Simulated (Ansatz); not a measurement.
**Run report: C$_{10}$O, geometry relaxation (part 1 of 2)**

System: C$_{10}$O (slab, 11 atoms in the cell).
Method: DFT PBE+D3(BJ), scalar-relativistic, plane waves, PAW, no spin polarisation (Ansatz 0.2.0).

The structure derives from a Materials Project entry. The input holds or restrains some coordinates. Forces given for the steps count only the free coordinates. It belongs to a series of runs on one base structure; here: O over the place (0/4, 0/4) of the surface cell, its height relaxed.

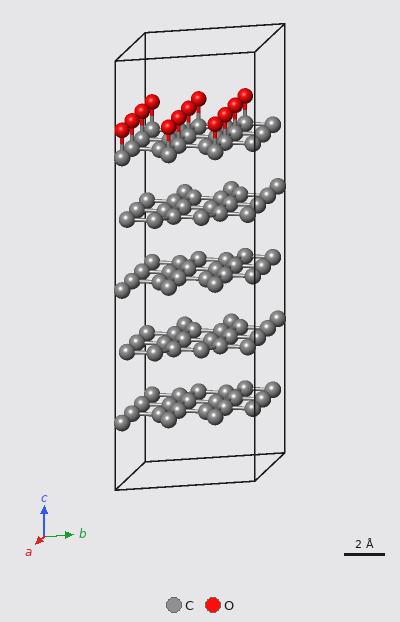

Fig. 1: The starting structure (ball-and-stick view of the 3 × 3 repeat of the cell, with the vacuum cut short, seen slightly off an axis). An atom can appear more than once, as a periodic image.

**Input**
```yaml
crystal:
  lattice:
    - [2.4655379958, 0.0, 0.0]
    - [-1.2327689979, 2.1341461202, 0.0]
    - [0.0, 0.0, 32.5979677131]
  atoms:
    - { symbol: C, position: [0.0833101794, 0.1666203587, 0.2607524516] }
    - { symbol: C, position: [0.4166898207, 0.8333796413, 0.2607524516] }
    - { symbol: C, position: [0.5833101794, 0.1666203587, 0.3650391123] }
    - { symbol: C, position: [0.9166898206, 0.8333796413, 0.3650391123] }
    - { symbol: C, position: [0.0833101794, 0.1666203587, 0.469323241] }
    - { symbol: C, position: [0.4166898207, 0.8333796413, 0.469323241] }
    - { symbol: C, position: [0.5833101794, 0.1666203587, 0.5736099016] }
    - { symbol: C, position: [0.9166898206, 0.8333796413, 0.5736099016] }
    - { symbol: C, position: [0.0833101794, 0.1666203587, 0.6778940303] }
    - { symbol: C, position: [0.4166898207, 0.8333796413, 0.6778940303] }
    - { symbol: O, position: [0.0833101794, 0.1666203587, 0.7214550281] }
basis:
  ecutwfc: 420
kpoints:
  mp_grid: { grid: [12, 12, 1] }
hamiltonian:
  xc: pbe
  dispersion: d3bj
scf:
  occupations: { method: gaussian, width: 0.1 }
output:
  forces: true
  eigenvalues: true
  write_density: true
  write_potential: true
  elf: true
  volumetric_format: npy
relax:
  adjacent_minimum: "off"
  f_tol: 0.02
  max_steps: 25
  constraints: [{ sites: [0, 1, 2, 3, 4, 5, 6, 7, 8, 9] }, { site: 10, fix: xy }]
efield:
  axis: 3
  dipole_correction: true
  ramp_width: 0.04
```

Run on 2 threads of AMD EPYC (Zen 5), 32 GiB of memory available, shared host.

Launched with:
```bash
ansatz run input.yaml --threads 2 --pin off --max-ram 5120MiB --backend cpu --events-out ev --progress --plain --runs-dir out
```

**The program's output**
```
Engine: ansatz 0.2.0, x86_64-unknown-linux-gnu
Pseudopotentials: kind: paw
Pseudopotential: C, paw, valence charge 4, recommended cutoff 420 eV (normal), C.paw.azcp
Pseudopotential: O, paw, valence charge 6, recommended cutoff 420 eV (normal), O.paw.azcp
Functional definition: PBE
  parameter kappa = 0.804
  parameter beta = 0.06672455060314922
  exchange = pbe_x(kappa = kappa, mu = beta*pi^2/3)
  correlation = pbe_c(beta = beta)
Crystal: 11 atoms, lattice volume = 171.525 Å³
Basis set: ecut = 420 eV, 3239 PW (Γ), exchange–correlation on 36×36×450 points (8 copies of the dense FFT grid, shifted against one another)
Bands: 34, of which v1, the nominal top of the filled ones, is band 23 counted from 1 (22 counted from 0)
Symmetry: 2 space group operations
Space group: Cm (ITA 8), of the structure as read, at distance tolerance 5.6e-5 Å
k-points: 43 of 144 (time reversal used)
Non-local potential: C, projectors of the file, l = 0: 2, l = 1: 2, l = 2: 1
Non-local potential: O, projectors of the file, l = 0: 2, l = 1: 2, l = 2: 1
PAW form: soft (Blöchl's): semilocal exchange-correlation on the pseudo side does not see the compensation charge
PAW one-centre angular grid: C, 110 points (default); XC on 64 Gauss nodes
PAW one-centre angular grid: O, 110 points (default); XC on 64 Gauss nodes
Initial density: superposition of atomic densities (neutral atoms: chi_scale 0, normalization atom), corrected by the library's trained network
Initial wavefunctions: pseudopotential atomic-orbital guess
Functional: x = pbe(κ = 0.804, μ = 0.2195149727645171), c = pbe(β = 0.06672455060314922)
SCF iter   1: F=—  HF=-3072.806584 eV  |F-HF|=—  |Δ(HF+E_count)|=         —  Δρ=1.06e-2  dr2=1.57e0  ethr=1.77e-3  p=-0.151 e·Å  D=-1.59e-1 V/Å  ΔV_dip=5.20 eV  dr2_dipole=1.12e0  V_vac-E_F(+/−)=8.71/3.51 eV  ⟨swp⟩=10.3  Hψ=9452  notcnv=0  defer=54
efield: sawtooth ramp at fractional position 0.9711 (placed from the atoms, in the widest stretch of the axis that holds none; the zero of the levels goes with the place), width 0.0400; the density the first Hamiltonian is built on has a dipole p = -0.151 e·Å; the dipole correction subtracts the counter field D = -1.59e-1 V/Å, which shifts the + side's vacuum level by +5.20 eV against the − side's; the planar-averaged density in the ramp window peaks in size at 2.4e-5 e/Å³
preconditioner: auto → LDOS  [insulator: Δε(μ)=0.135 eV  Ē_g=15.311 eV  σ=0.100 eV  W_gap=0.58  n_scr=22 (ndim 8)  ℏωp=19.2 eV  f_vac=0.447  D(μ)=1.36/eV (n_scr^D=12)  ε∞_Penn≈2.6  β→1.0]
SCF iter   2: F=—  HF=-3072.728022 eV  |F-HF|=—  |Δ(HF+E_count)|=   7.86e-2  Δρ=6.03e-3  dr2=3.52e-1  ethr=1.77e-3  p=-0.076 e·Å  D=-8.02e-2 V/Å  ΔV_dip=2.61 eV  dr2_dipole=1.17e-1  V_vac-E_F(+/−)=6.58/3.96 eV  ⟨swp⟩=3.1  Hψ=2661  notcnv=0  defer=185
SCF iter   3: F=—  HF=-3072.737019 eV  |F-HF|=—  |Δ(HF+E_count)|=   9.00e-3  Δρ=5.03e-3  dr2=4.57e-1  ethr=7.66e-4  p=-0.075 e·Å  D=-7.86e-2 V/Å  ΔV_dip=2.56 eV  dr2_dipole=1.62e-1  V_vac-E_F(+/−)=7.12/4.56 eV  ⟨swp⟩=3.7  Hψ=3193  notcnv=0  defer=189
SCF iter   4: F=—  HF=-3072.691146 eV  |F-HF|=—  |Δ(HF+E_count)|=   4.59e-2  Δρ=1.11e-3  dr2=3.04e-2  ethr=7.66e-4  p=-0.080 e·Å  D=-8.40e-2 V/Å  ΔV_dip=2.74 eV  dr2_dipole=1.64e-2  V_vac-E_F(+/−)=6.98/4.24 eV  ⟨swp⟩=2.9  Hψ=2187  notcnv=0  defer=174
SCF iter   5: F=—  HF=-3072.690885 eV  |F-HF|=—  |Δ(HF+E_count)|=   2.61e-4  Δρ=5.08e-4  dr2=4.72e-3  ethr=6.61e-5  p=-0.076 e·Å  D=-8.01e-2 V/Å  ΔV_dip=2.61 eV  dr2_dipole=4.20e-3  V_vac-E_F(+/−)=6.92/4.31 eV  ⟨swp⟩=1.6  Hψ=1446  notcnv=0  defer=174
SCF iter   6: F=—  HF=-3072.690681 eV  |F-HF|=—  |Δ(HF+E_count)|=   2.04e-4  Δρ=1.48e-4  dr2=1.68e-4  ethr=1.03e-5  p=-0.078 e·Å  D=-8.18e-2 V/Å  ΔV_dip=2.67 eV  dr2_dipole=3.64e-5  V_vac-E_F(+/−)=6.94/4.27 eV  ⟨swp⟩=1.8  Hψ=1546  notcnv=0  defer=171
SCF iter   7: F=—  HF=-3072.690674 eV  |F-HF|=—  |Δ(HF+E_count)|=   7.30e-6  Δρ=6.29e-5  dr2=6.52e-5  ethr=3.66e-7  p=-0.078 e·Å  D=-8.20e-2 V/Å  ΔV_dip=2.67 eV  dr2_dipole=6.18e-6  V_vac-E_F(+/−)=6.94/4.27 eV  ⟨swp⟩=1.9  Hψ=1860  notcnv=0  defer=171
iter 8 did not close the SCF: its close was put off until two iterations running show no level that it waits for move by more than its bar (scf_convergence_deferred on its scf_iter line)
SCF iter   8: F=-3072.690677 eV  HF=-3072.690678 eV  |F-HF|=1.01e-6  |Δ(HF+E_count)|=   4.23e-6  Δρ=1.69e-5  dr2=1.28e-6  ethr=2.17e-8  p=-0.078 e·Å  D=-8.21e-2 V/Å  ΔV_dip=2.68 eV  dr2_dipole=5.13e-7  V_vac-E_F(+/−)=6.95/4.27 eV  ⟨swp⟩=26.6  Hψ=16817  notcnv=0
SCF iter   9: F=-3072.690679 eV  HF=-3072.690678 eV  |F-HF|=1.95e-7  |Δ(HF+E_count)|=   2.20e-7  Δρ=5.87e-6  dr2=6.48e-8  ethr=2.77e-9  p=-0.078 e·Å  D=-8.21e-2 V/Å  ΔV_dip=2.68 eV  dr2_dipole=1.23e-9  V_vac-E_F(+/−)=6.95/4.27 eV  ⟨swp⟩=13.3  Hψ=11866  notcnv=0
SCF 1 converged in 9 iterations: F = -3072.690679 eV  dr2 = 6.48e-8
  greatest PAW one-centre occupation: 0.897 electrons in one spin orbital (limit 2), on the O atom at site 10 (counted from 0), in its partial waves of l = 0
relax step   1: F+E_penalty+E_count = -3072.69067860 eV  Δ(F+E_penalty+E_count) = +0.000e0 eV  max|allowed force component| = 2.321e0 eV/Å  Δτ_max = 0.0000 Å  (9 SCF iters, dr2 threshold 1.00e-5 eV, accepted)
Initial density: handed on by an earlier stage of this run
Initial wavefunctions: those handed on with the density
iter 1 solved again at ethr=1.87e-4 eV; its pass at ethr=3.10e-3 eV (dr2=8.58e-2 eV) is discarded
SCF iter   1: F=—  HF=-3072.751433 eV  |F-HF|=—  |Δ(HF+E_count)|=         —  Δρ=4.91e-3  dr2=8.66e-2  ethr=1.87e-4  p=-0.078 e·Å  D=-8.21e-2 V/Å  ΔV_dip=2.68 eV  dr2_dipole=5.38e-2  V_vac-E_F(+/−)=6.86/4.18 eV  ⟨swp⟩=1.2  Hψ=4237  notcnv=0  defer=135
efield: sawtooth ramp at fractional position 0.9711 (handed on by an earlier solve), width 0.0400; the density the first Hamiltonian is built on has a dipole p = -0.078 e·Å; the dipole correction subtracts the counter field D = -8.21e-2 V/Å, which shifts the + side's vacuum level by +2.68 eV against the − side's; the planar-averaged density in the ramp window peaks in size at 1.9e-6 e/Å³
preconditioner: auto → LDOS  [metal: Δε(μ)=0.090 eV  Ē_g=15.268 eV  σ=0.100 eV  W_gap=0.42  n_scr=22 (ndim 8)  ℏωp=19.2 eV  f_vac=0.446  D(μ)=1.09/eV (n_scr^D=10)  β→1.0]
SCF iter   2: F=—  HF=-3072.747789 eV  |F-HF|=—  |Δ(HF+E_count)|=   3.64e-3  Δρ=1.64e-3  dr2=6.60e-3  ethr=1.87e-4  p=-0.078 e·Å  D=-8.24e-2 V/Å  ΔV_dip=2.68 eV  dr2_dipole=2.15e-3  V_vac-E_F(+/−)=6.97/4.28 eV  ⟨swp⟩=2.1  Hψ=1835  notcnv=0  defer=135
SCF iter   3: F=—  HF=-3072.747537 eV  |F-HF|=—  |Δ(HF+E_count)|=   2.51e-4  Δρ=3.96e-4  dr2=5.46e-4  ethr=1.43e-5  p=-0.077 e·Å  D=-8.10e-2 V/Å  ΔV_dip=2.64 eV  dr2_dipole=3.82e-6  V_vac-E_F(+/−)=6.90/4.26 eV  ⟨swp⟩=2.1  Hψ=2297  notcnv=0  defer=138
SCF iter   4: F=—  HF=-3072.747429 eV  |F-HF|=—  |Δ(HF+E_count)|=   1.08e-4  Δρ=9.86e-5  dr2=2.99e-5  ethr=1.19e-6  p=-0.077 e·Å  D=-8.12e-2 V/Å  ΔV_dip=2.65 eV  dr2_dipole=5.72e-6  V_vac-E_F(+/−)=6.92/4.27 eV  ⟨swp⟩=2.1  Hψ=2305  notcnv=0  defer=137
SCF iter   5: F=-3072.747441 eV  HF=-3072.747440 eV  |F-HF|=1.42e-6  |Δ(HF+E_count)|=   1.09e-5  Δρ=2.86e-5  dr2=2.43e-6  ethr=6.49e-8  p=-0.077 e·Å  D=-8.12e-2 V/Å  ΔV_dip=2.65 eV  dr2_dipole=2.51e-7  V_vac-E_F(+/−)=6.92/4.27 eV  ⟨swp⟩=24.0  Hψ=15708  notcnv=0
SCF 2 converged in 5 iterations: F = -3072.747441 eV  dr2 = 2.43e-6
  Residual-converged pass: ⟨swp⟩=1.0  Hψ=1634  notcnv=0  max |occ|·‖R‖ = 7.0e-9 eV (tolerance 1.0e-8 eV)  dr2=2.43e-6  dr2_onsite=1.12e-8  max |Δocc| = 1.3e-10
relax step   2: F+E_penalty+E_count = -3072.74744130 eV  Δ(F+E_penalty+E_count) = -5.676e-2 eV  max|allowed force component| = 1.260e0 eV/Å  Δτ_max = 0.0320 Å  (5 SCF iters, dr2 threshold 1.00e-4 eV, accepted)
SCF iter   1: F=—  HF=-3072.781300 eV  |F-HF|=—  |Δ(HF+E_count)|=         —  Δρ=6.12e-3  dr2=1.18e-1  ethr=2.93e-3  p=-0.077 e·Å  D=-8.12e-2 V/Å  ΔV_dip=2.65 eV  dr2_dipole=7.05e-2  V_vac-E_F(+/−)=6.81/4.17 eV  ⟨swp⟩=2.4  Hψ=2452  notcnv=0  defer=111
efield: sawtooth ramp at fractional position 0.9711 (handed on by an earlier solve), width 0.0400; the density the first Hamiltonian is built on has a dipole p = -0.077 e·Å; the dipole correction subtracts the counter field D = -8.12e-2 V/Å, which shifts the + side's vacuum level by +2.65 eV against the − side's; the planar-averaged density in the ramp window peaks in size at 2.1e-6 e/Å³
preconditioner: auto → LDOS  [metal: Δε(μ)=0.049 eV  Ē_g=15.201 eV  σ=0.100 eV  W_gap=0.27  n_scr=22 (ndim 8)  ℏωp=19.2 eV  f_vac=0.445  D(μ)=1.35/eV (n_scr^D=12)  β→1.0]
SCF iter   2: F=—  HF=-3072.776405 eV  |F-HF|=—  |Δ(HF+E_count)|=   4.90e-3  Δρ=1.51e-3  dr2=1.24e-2  ethr=2.56e-4  p=-0.077 e·Å  D=-8.13e-2 V/Å  ΔV_dip=2.65 eV  dr2_dipole=5.66e-3  V_vac-E_F(+/−)=6.95/4.30 eV  ⟨swp⟩=2.1  Hψ=2239  notcnv=0  defer=152
SCF iter   3: F=—  HF=-3072.776038 eV  |F-HF|=—  |Δ(HF+E_count)|=   3.67e-4  Δρ=3.86e-4  dr2=6.41e-4  ethr=2.69e-5  p=-0.076 e·Å  D=-8.06e-2 V/Å  ΔV_dip=2.63 eV  dr2_dipole=1.53e-5  V_vac-E_F(+/−)=6.88/4.26 eV  ⟨swp⟩=2.1  Hψ=1993  notcnv=0  defer=153
SCF iter   4: F=—  HF=-3072.775929 eV  |F-HF|=—  |Δ(HF+E_count)|=   1.09e-4  Δρ=1.28e-4  dr2=7.75e-5  ethr=1.39e-6  p=-0.076 e·Å  D=-8.04e-2 V/Å  ΔV_dip=2.62 eV  dr2_dipole=1.25e-6  V_vac-E_F(+/−)=6.89/4.27 eV  ⟨swp⟩=2.0  Hψ=2193  notcnv=0  defer=151
SCF iter   5: F=-3072.775933 eV  HF=-3072.775931 eV  |F-HF|=1.81e-6  |Δ(HF+E_count)|=   2.29e-6  Δρ=3.38e-5  dr2=2.75e-6  ethr=1.68e-7  p=-0.076 e·Å  D=-8.06e-2 V/Å  ΔV_dip=2.63 eV  dr2_dipole=7.95e-8  V_vac-E_F(+/−)=6.90/4.27 eV  ⟨swp⟩=24.7  Hψ=17441  notcnv=0
SCF 3 converged in 5 iterations: F = -3072.775933 eV  dr2 = 2.75e-6
relax step   3: F+E_penalty+E_count = -3072.77593300 eV  Δ(F+E_penalty+E_count) = -2.849e-2 eV  max|allowed force component| = 2.171e-1 eV/Å  Δτ_max = 0.0400 Å  (5 SCF iters, dr2 threshold 9.92e-5 eV, accepted)
SCF iter   1: F=—  HF=-3072.777394 eV  |F-HF|=—  |Δ(HF+E_count)|=         —  Δρ=1.58e-3  dr2=7.37e-3  ethr=1.46e-4  p=-0.076 e·Å  D=-8.06e-2 V/Å  ΔV_dip=2.63 eV  dr2_dipole=4.10e-3  V_vac-E_F(+/−)=6.87/4.25 eV  ⟨swp⟩=1.9  Hψ=2253  notcnv=0  defer=48
efield: sawtooth ramp at fractional position 0.9711 (handed on by an earlier solve), width 0.0400; the density the first Hamiltonian is built on has a dipole p = -0.076 e·Å; the dipole correction subtracts the counter field D = -8.06e-2 V/Å, which shifts the + side's vacuum level by +2.63 eV against the − side's; the planar-averaged density in the ramp window peaks in size at 2.0e-6 e/Å³
preconditioner: auto → LDOS  [metal: Δε(μ)=0.047 eV  Ē_g=15.187 eV  σ=0.100 eV  W_gap=0.26  n_scr=22 (ndim 8)  ℏωp=19.2 eV  f_vac=0.444  D(μ)=1.55/eV (n_scr^D=12)  β→1.0]
SCF iter   2: F=—  HF=-3072.777020 eV  |F-HF|=—  |Δ(HF+E_count)|=   3.75e-4  Δρ=2.65e-4  dr2=1.31e-4  ethr=1.60e-5  p=-0.077 e·Å  D=-8.08e-2 V/Å  ΔV_dip=2.64 eV  dr2_dipole=2.08e-6  V_vac-E_F(+/−)=6.91/4.27 eV  ⟨swp⟩=2.0  Hψ=2015  notcnv=0  defer=65
SCF iter   3: F=—  HF=-3072.777024 eV  |F-HF|=—  |Δ(HF+E_count)|=   4.42e-6  Δρ=1.25e-4  dr2=4.48e-5  ethr=2.84e-7  p=-0.076 e·Å  D=-8.04e-2 V/Å  ΔV_dip=2.62 eV  dr2_dipole=5.40e-7  V_vac-E_F(+/−)=6.89/4.27 eV  ⟨swp⟩=2.7  Hψ=2375  notcnv=0  defer=65
SCF iter   4: F=—  HF=-3072.777017 eV  |F-HF|=—  |Δ(HF+E_count)|=   7.16e-6  Δρ=2.57e-5  dr2=2.97e-6  ethr=9.73e-8  p=-0.076 e·Å  D=-8.05e-2 V/Å  ΔV_dip=2.62 eV  dr2_dipole=9.13e-9  V_vac-E_F(+/−)=6.89/4.27 eV  ⟨swp⟩=2.0  Hψ=2026  notcnv=0  defer=57
iter 5 did not close the SCF: its close was put off until two iterations running show no level that it waits for move by more than its bar (scf_convergence_deferred on its scf_iter line)
SCF iter   5: F=-3072.777019 eV  HF=-3072.777019 eV  |F-HF|=8.49e-7  |Δ(HF+E_count)|=   1.59e-6  Δρ=9.69e-6  dr2=2.24e-7  ethr=6.40e-9  p=-0.076 e·Å  D=-8.05e-2 V/Å  ΔV_dip=2.63 eV  dr2_dipole=2.27e-8  V_vac-E_F(+/−)=6.89/4.27 eV  ⟨swp⟩=21.1  Hψ=14085  notcnv=0
iter 6 did not close the SCF: its close was put off until two iterations running show no level that it waits for move by more than its bar (scf_convergence_deferred on its scf_iter line)
SCF iter   6: F=-3072.777020 eV  HF=-3072.777019 eV  |F-HF|=1.36e-7  |Δ(HF+E_count)|=   8.88e-7  Δρ=2.36e-6  dr2=4.78e-9  ethr=4.87e-10  p=-0.076 e·Å  D=-8.05e-2 V/Å  ΔV_dip=2.63 eV  dr2_dipole=5.27e-11  V_vac-E_F(+/−)=6.90/4.27 eV  ⟨swp⟩=13.7  Hψ=11697  notcnv=0
SCF iter   7: F=-3072.777020 eV  HF=-3072.777020 eV  |F-HF|=5.05e-9  |Δ(HF+E_count)|=   1.32e-7  Δρ=6.46e-7  dr2=6.97e-10  ethr=1.04e-11  p=-0.076 e·Å  D=-8.05e-2 V/Å  ΔV_dip=2.63 eV  dr2_dipole=1.86e-14  V_vac-E_F(+/−)=6.90/4.27 eV  ⟨swp⟩=11.2  Hψ=10131  notcnv=0
SCF 4 converged in 7 iterations: F = -3072.777020 eV  dr2 = 6.97e-10
relax step   4: F+E_penalty+E_count = -3072.77701962 eV  Δ(F+E_penalty+E_count) = -1.087e-3 eV  max|allowed force component| = 1.354e-2 eV/Å  Δτ_max = 0.0096 Å  (7 SCF iters, dr2 threshold 2.94e-6 eV, accepted)
iter 1 solved again at ethr=2.46e-12 eV; its pass at ethr=3.10e-3 eV (dr2=1.13e-9 eV) is discarded
SCF iter   1: F=—  HF=-3072.777025 eV  |F-HF|=—  |Δ(HF+E_count)|=         —  Δρ=1.07e-6  dr2=1.05e-9  ethr=2.46e-12  p=-0.076 e·Å  D=-8.05e-2 V/Å  ΔV_dip=2.63 eV  dr2_dipole=3.76e-11  V_vac-E_F(+/−)=6.90/4.27 eV  ⟨swp⟩=2.4  Hψ=5017  notcnv=0
efield: sawtooth ramp at fractional position 0.9711 (handed on by an earlier solve), width 0.0400; the density the first Hamiltonian is built on has a dipole p = -0.076 e·Å; the dipole correction subtracts the counter field D = -8.05e-2 V/Å, which shifts the + side's vacuum level by +2.63 eV against the − side's; the planar-averaged density in the ramp window peaks in size at 1.8e-6 e/Å³
preconditioner: auto → LDOS  [metal: Δε(μ)=0.017 eV  Ē_g=15.189 eV  σ=0.100 eV  W_gap=0.09  n_scr=22 (ndim 8)  ℏωp=19.2 eV  f_vac=0.444  D(μ)=1.55/eV (n_scr^D=12)  β→1.0]
SCF iter   2: F=-3072.777020 eV  HF=-3072.777020 eV  |F-HF|=2.39e-9  |Δ(HF+E_count)|=   5.57e-6  Δρ=9.34e-7  dr2=1.94e-9  ethr=2.28e-12  p=-0.076 e·Å  D=-8.05e-2 V/Å  ΔV_dip=2.63 eV  dr2_dipole=1.66e-10  V_vac-E_F(+/−)=6.90/4.27 eV  ⟨swp⟩=11.9  Hψ=10461  notcnv=0
SCF 5 converged in 2 iterations: F = -3072.777020 eV  dr2 = 1.94e-9
relax step   5: F+E_penalty+E_count = -3072.77701962 eV  Δ(F+E_penalty+E_count) = +1.135e-9 eV  max|allowed force component| = 1.352e-2 eV/Å  Δτ_max = 0.0000 Å  (2 SCF iters, accepted)
```

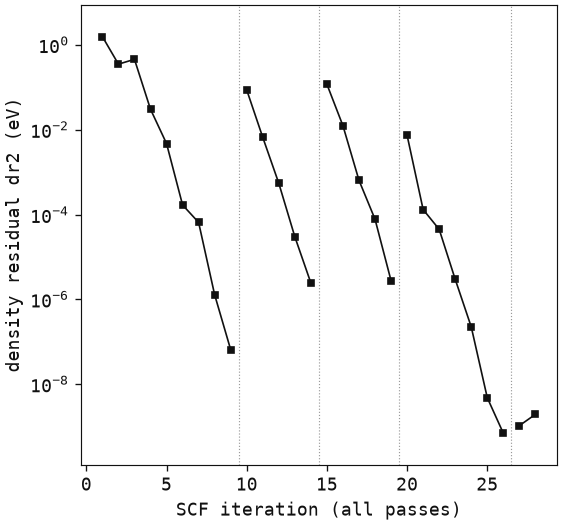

Fig. 2: Convergence of the self-consistent field: density residual dr2 against the SCF iteration. The dotted lines part the SCF passes of the relaxation: geometry steps, rejected trials and re-solves on a re-selected basis. The 5 passes take 2 to 9 iterations each, 28 in all.

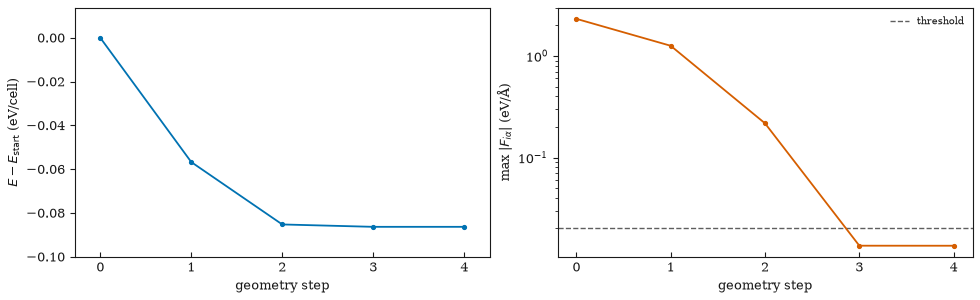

Fig. 3: Progress of the restrained relaxation, step by step (the first geometry is step 0 here and step 1 in the log).
